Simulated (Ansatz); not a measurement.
# What a change does: geometry relaxation on Pt

System: Pt (Fm-3m, 1 atom in the cell).
Method of run A: DFT LDA, scalar-relativistic, plane waves, PAW, no spin polarisation (Ansatz 0.2.0).

The structure derives from a Materials Project entry. Text and figures count atoms from 1; the logs count them from 0 in places.

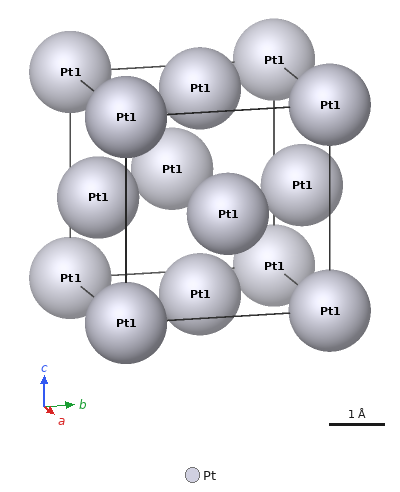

**Figure 1.** The structure as given in the input (spheres-only view of the cell 4 times as large as that of the calculation, set on its symmetry axes, seen slightly off an axis; atoms are numbered from 1 in the order of the input).

**Input file, run A**
```yaml
crystal:
  lattice:
    - [0.0, 1.9457172375, 1.9457172375]
    - [1.9457172375, 0.0, 1.9457172375]
    - [1.9457172375, 1.9457172375, 0.0]
  atoms:
    - { symbol: Pt, position: [0.0, 0.0, 0.0] }
basis:
  ecutwfc: 420
kpoints:
  mp_grid: { grid: [18, 18, 18] }
hamiltonian:
  xc: lda
scf:
  occupations: { method: gaussian, width: 0.1 }
output:
  forces: true
  stress: true
  eigenvalues: true
relax:
  adjacent_minimum: "off"
  f_tol: 0.005
  max_steps: 80
  cell: { stress_tol: 0.05 }
```

Command:
```bash
ansatz run input.yaml --threads 4 --pin off --max-ram 8192MiB --backend cpu --events-out ev --progress --plain --runs-dir out
```

Hardware: 4 threads of Intel Xeon @ 2.50GHz (Skylake/Cascade Lake), 192 GiB of memory available, shared host.

**Output, shortened to warnings, some set-up lines, iterations and results (run A)**
```
Basis set: ecut = 420 eV, 283 PW (Γ)
Symmetry: 48 space group operations
k-points: 195 of 5832
Initial density: superposition of atomic densities (neutral atoms: chi_scale 0, normalization atom), corrected by the library's trained network
[...]
SCF iter   1: F=—  HF=-12244.990902 eV  |F-HF|=—  |Δ(HF+E_count)|=         —  Δρ=6.82e-3  dr2=2.97e-3  ethr=1.77e-3  ⟨swp⟩=5.0  Hψ=14183  notcnv=0
SCF iter   2: F=—  HF=-12244.989862 eV  |F-HF|=—  |Δ(HF+E_count)|=   1.04e-3  Δρ=3.42e-3  dr2=6.02e-4  ethr=1.65e-5  ⟨swp⟩=1.3  Hψ=4277  notcnv=0
SCF iter   3: F=—  HF=-12244.989721 eV  |F-HF|=—  |Δ(HF+E_count)|=   1.41e-4  Δρ=2.77e-4  dr2=1.99e-6  ethr=3.35e-6  ⟨swp⟩=2.4  Hψ=3351  notcnv=0
SCF iter   4: F=—  HF=-12244.989724 eV  |F-HF|=—  |Δ(HF+E_count)|=   3.19e-6  Δρ=3.35e-5  dr2=3.96e-8  ethr=1.11e-8  ⟨swp⟩=2.4  Hψ=4091  notcnv=0
SCF iter   5: F=-12244.989724 eV  HF=-12244.989724 eV  |F-HF|=7.37e-10  |Δ(HF+E_count)|=   1.23e-7  Δρ=3.79e-6  dr2=1.14e-9  ethr=2.20e-10  ⟨swp⟩=2.4  Hψ=3802  notcnv=0
[... 16 lines ...]
SCF iter   1: F=—  HF=-12244.989768 eV  |F-HF|=—  |Δ(HF+E_count)|=         —  Δρ=3.13e-6  dr2=2.01e-10  ethr=2.74e-8  ⟨swp⟩=2.7  Hψ=20288  notcnv=0
SCF iter   2: F=—  HF=-12244.989769 eV  |F-HF|=—  |Δ(HF+E_count)|=   5.02e-7  Δρ=1.54e-6  dr2=4.40e-11  ethr=1.12e-12  ⟨swp⟩=2.5  Hψ=4580  notcnv=0
SCF iter   3: F=-12244.989769 eV  HF=-12244.989769 eV  |F-HF|=1.82e-12  |Δ(HF+E_count)|=  7.28e-12  Δρ=8.74e-8  dr2=3.94e-13  ethr=1.00e-12  ⟨swp⟩=5.4  Hψ=10655  notcnv=0
SCF 4 converged in 3 iterations: F = -12244.989769 eV  dr2 = 3.94e-13
relax step   4: F+E_penalty+E_count = -12244.98976885 eV  Δ(F+E_penalty+E_count) = -8.357e-6 eV  max|allowed force component| = 0.000e0 eV/Å  Δτ_max = 0.0000 Å  P = -0.004 …
basis re-selected at this cell: Δ(F+E_penalty+E_count) = -8.357e-6 eV, ΔP = -0.000 GPa vs the last step (what re-selecting the basis moved, of the pressure what is left beyond the Pulay correction that the steps carried, after the strain that the cell walked since its last selection, with what the …
SCF converged after 3 iterations
Free energy (F): -12244.989769 eV
Harris-Foulkes:  -12244.989769 eV  (|F-HF|=1.82e-12)
Internal energy: -12244.979462 eV  (E = F + TS)
E sigma→0 (E₀):  -12244.984615 eV
Entropy (-TS):   -0.010307 eV (-10.307 meV/atom)
Fermi energy:    23.718701 eV
--- Per-component energies (eV) ---
  E_band       = -125.170987
  E_kinetic    = 639.293276
  E_local      = -1439.424460  (includes V_loc(G=0)·N_el)
  E_nonlocal   = 206.842767
  E_hartree    = 533.196964
  E_xc         = -260.901062
  E_vxc        = -303.407378  (∫ρ·V_xc dr)
  E_paw        = -9177.664995  (= ΣΔE_a)
  E_vpaw       = -294.869259  (= ΣTr[D̂ρ^β])
  E_aug_tail   = 0.000161  (compensation charges beyond the density's cutoff)
  E_ewald      = -2746.785982
  E_core_change = 0.463869  (= ΣΔE_core)
  E_smearing   = -0.010307  (= −TS)
  E_closure    = 0.000000  (closes the sum)
  Σ components = -12244.989769   (vs F -12244.989769, Δ=0.00e0)
--- Forces (eV/Å), atoms counted from 1 ---
  atom   1  Pt     0.00000000    -0.00000000     0.00000000
  max |Σ_I F_I| component: 4.52e-32 eV/Å
--- Stress (GPa, compression-positive) ---
       -0.004026      -0.000000       0.000000
       -0.000000      -0.004026       0.000000
        0.000000       0.000000      -0.004026
  P = ⅓ Tr σ = -0.0040 GPa (-0.040 kbar)
--- Relaxed structure (3 steps of the walk, 2 accepted, 1 SCFs on fresh bases) ---
  F+E_penalty+E_count = -12244.98976885 eV   max|allowed force component| = 0.000e0 eV/Å   (the final SCF, on the basis selected at the relaxed cell)
  cell:  # Å, volume = 14.7586 Å³
    - [0.0, 1.9468759119484897, 1.9468759119484897]
    - [1.9468759119484897, -2.2929174148030154e-34, 1.9468759119484897]
    - [1.9468759119484897, 1.9468759119484897, -3.311991821382133e-34]
  atoms:
    - { symbol: Pt, position: [0.0, 0.0, 0.0] }
```

For run B the input was changed thus:
```diff
+  convergence: { dr2_threshold: 1.0e-08 }
```

Predict how the results change.

Both reach the same energy, so the change doesn't alter the result. The SCF takes 16 iterations over all geometry steps against 18.

**Output, shortened to warnings, some set-up lines, iterations and results (run B)**
```
Warning: relax.cell: scf.convergence.dr2_threshold = 1e-8 eV is looser than the 1e-10 eV advised for a relaxation that steers and ends on the stress (1e-10 eV for each atom of the cell: 1). What an SCF threshold leaves in a stress goes as its square root, and in the free energy as the threshold itself, and one threshold admits the most on a small cell: of the crystals measured, under no hybrid …
Basis set: ecut = 420 eV, 283 PW (Γ)
Symmetry: 48 space group operations
k-points: 195 of 5832
Initial density: superposition of atomic densities (neutral atoms: chi_scale 0, normalization atom), corrected by the library's trained network
[...]
SCF iter   1: F=—  HF=-12244.990902 eV  |F-HF|=—  |Δ(HF+E_count)|=         —  Δρ=6.82e-3  dr2=2.97e-3  ethr=1.77e-3  ⟨swp⟩=5.0  Hψ=14183  notcnv=0
SCF iter   2: F=—  HF=-12244.989862 eV  |F-HF|=—  |Δ(HF+E_count)|=   1.04e-3  Δρ=3.42e-3  dr2=6.02e-4  ethr=1.65e-5  ⟨swp⟩=1.3  Hψ=4277  notcnv=0
SCF iter   3: F=—  HF=-12244.989721 eV  |F-HF|=—  |Δ(HF+E_count)|=   1.41e-4  Δρ=2.77e-4  dr2=1.99e-6  ethr=3.35e-6  ⟨swp⟩=2.4  Hψ=3351  notcnv=0
SCF iter   4: F=—  HF=-12244.989724 eV  |F-HF|=—  |Δ(HF+E_count)|=   3.19e-6  Δρ=3.35e-5  dr2=3.96e-8  ethr=1.11e-8  ⟨swp⟩=2.4  Hψ=4091  notcnv=0
SCF iter   5: F=-12244.989724 eV  HF=-12244.989724 eV  |F-HF|=7.37e-10  |Δ(HF+E_count)|=   1.23e-7  Δρ=3.79e-6  dr2=1.14e-9  ethr=2.20e-10  ⟨swp⟩=2.4  Hψ=3802  notcnv=0
[... 14 lines ...]
relax step   3: F+E_penalty+E_count = -12244.98976049 eV  Δ(F+E_penalty+E_count) = -3.655e-5 eV  max|allowed force component| = 0.000e0 eV/Å  Δτ_max = 0.0000 Å  P = -0.004 …
SCF iter   1: F=—  HF=-12244.989769 eV  |F-HF|=—  |Δ(HF+E_count)|=         —  Δρ=4.94e-6  dr2=5.73e-10  ethr=2.77e-8  ⟨swp⟩=2.7  Hψ=20286  notcnv=0
SCF iter   2: F=-12244.989769 eV  HF=-12244.989769 eV  |F-HF|=2.73e-11  |Δ(HF+E_count)|=   1.10e-9  Δρ=2.36e-6  dr2=1.12e-10  ethr=3.19e-12  ⟨swp⟩=5.3  Hψ=9997  notcnv=0
SCF 4 converged in 2 iterations: F = -12244.989769 eV  dr2 = 1.12e-10
relax step   4: F+E_penalty+E_count = -12244.98976885 eV  Δ(F+E_penalty+E_count) = -8.357e-6 eV  max|allowed force component| = 0.000e0 eV/Å  Δτ_max = 0.0000 Å  P = -0.004 …
basis re-selected at this cell: Δ(F+E_penalty+E_count) = -8.357e-6 eV, ΔP = -0.000 GPa vs the last step (what re-selecting the basis moved, of the pressure what is left beyond the Pulay correction that the steps carried, after the strain that the cell walked since its last selection, with what the …
SCF converged after 2 iterations
Free energy (F): -12244.989769 eV
Harris-Foulkes:  -12244.989769 eV  (|F-HF|=2.73e-11)
Internal energy: -12244.979462 eV  (E = F + TS)
E sigma→0 (E₀):  -12244.984615 eV
Entropy (-TS):   -0.010307 eV (-10.307 meV/atom)
Fermi energy:    23.718702 eV
--- Per-component energies (eV) ---
  E_band       = -125.170939
  E_kinetic    = 639.293261
  E_local      = -1439.424381  (includes V_loc(G=0)·N_el)
  E_nonlocal   = 206.842713
  E_hartree    = 533.196902
  E_xc         = -260.901063
  E_vxc        = -303.407379  (∫ρ·V_xc dr)
  E_paw        = -9177.664960  (= ΣΔE_a)
  E_vpaw       = -294.869141  (= ΣTr[D̂ρ^β])
  E_aug_tail   = 0.000161  (compensation charges beyond the density's cutoff)
  E_ewald      = -2746.785966
  E_core_change = 0.463869  (= ΣΔE_core)
  E_smearing   = -0.010307  (= −TS)
  E_closure    = -0.000000  (closes the sum)
  Σ components = -12244.989769   (vs F -12244.989769, Δ=0.00e0)
--- Forces (eV/Å), atoms counted from 1 ---
  atom   1  Pt     0.00000000    -0.00000000    -0.00000000
  max |Σ_I F_I| component: 1.31e-30 eV/Å
--- Stress (GPa, compression-positive) ---
       -0.003984      -0.000000      -0.000000
       -0.000000      -0.003984      -0.000000
       -0.000000      -0.000000      -0.003984
  P = ⅓ Tr σ = -0.0040 GPa (-0.040 kbar)
--- Relaxed structure (3 steps of the walk, 2 accepted, 1 SCFs on fresh bases) ---
  F+E_penalty+E_count = -12244.98976885 eV   max|allowed force component| = 0.000e0 eV/Å   (the final SCF, on the basis selected at the relaxed cell)
  cell:  # Å, volume = 14.7586 Å³
    - [-9.55382256167923e-35, 1.9468759234442061, 1.9468759234442061]
    - [1.9468759234442061, -4.776911280839618e-36, 1.9468759234442061]
    - [1.9468759234442061, 1.9468759234442061, 1.5923037602798727e-36]
  atoms:
    - { symbol: Pt, position: [0.0, 0.0, 0.0] }
```

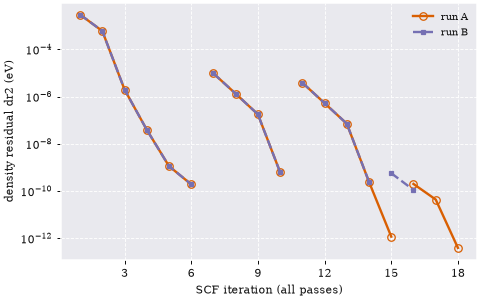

**Figure 2.** Convergence of the two runs: density residual dr2 against the SCF iteration. A break in a curve parts two SCF passes. Run A takes 18 iterations in all, and run B takes 16.

**The two runs side by side**

```tsv
quantity	run A	run B
outcome	converged	converged
free energy per atom (eV)	−12244.9898	−12244.9898
energy per atom, smearing taken to zero (eV)	−12244.9846	−12244.9846
gap on the mesh (eV)	0.00	0.00
pressure (GPa)	0.00	0.00
largest force (eV/Å)	0.000	0.000
SCF iterations	18	16
irreducible k-points	195	195
wall time (shared host)	4.1 s	4.3 s
```

For both runs: Spin–orbit coupling is left out, which matters for Pt. For run B: Warnings: the SCF threshold is looser than advised for the printed stress.
